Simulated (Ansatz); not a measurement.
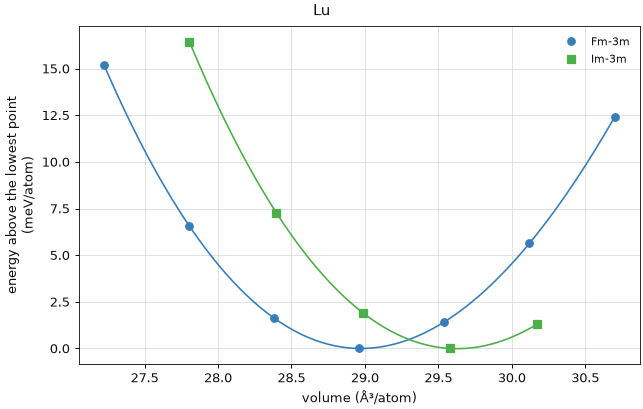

Energy above the lowest point against volume, with one curve for each structure, for Lu. Each energy curve has its own zero, so the curves don't rank the structures.

Settings that differ: Fm-3m: k mesh 38×38×38, lattice centring face-centred primitive, space group number 225, structure type fcc; Im-3m: k mesh 20×20×20, lattice centring body-centred primitive, space group number 229, structure type bcc.

The fitted equilibrium volumes, smallest first, are Fm-3m 28.97, Im-3m 29.63 Å³/atom. The fitted bulk moduli, smallest first, are Fm-3m 42.1, Im-3m 43.0 GPa.

How it was computed, with Ansatz 0.2.0 development build: equation of state of a cubic crystal from periodic Kohn-Sham density functional theory without spin, third-order Birch-Murnaghan fit to the free energies; pressure corrected for the finite basis. Level: PBE.

| setting | value |
| --- | --- |
| atoms in cell | 1 |
| occupation method | Fermi–Dirac |
| occupation width | 0.06123 eV |
| wave cutoff | 420 eV |
| datasets | soft-1 PAW |
| density tolerance | 1e−07 eV |
| bands | 17 |
| density cutoff ratio | 4 |
| search for lower states | default |

Keep in mind: cubic model structure, not the ambient form.
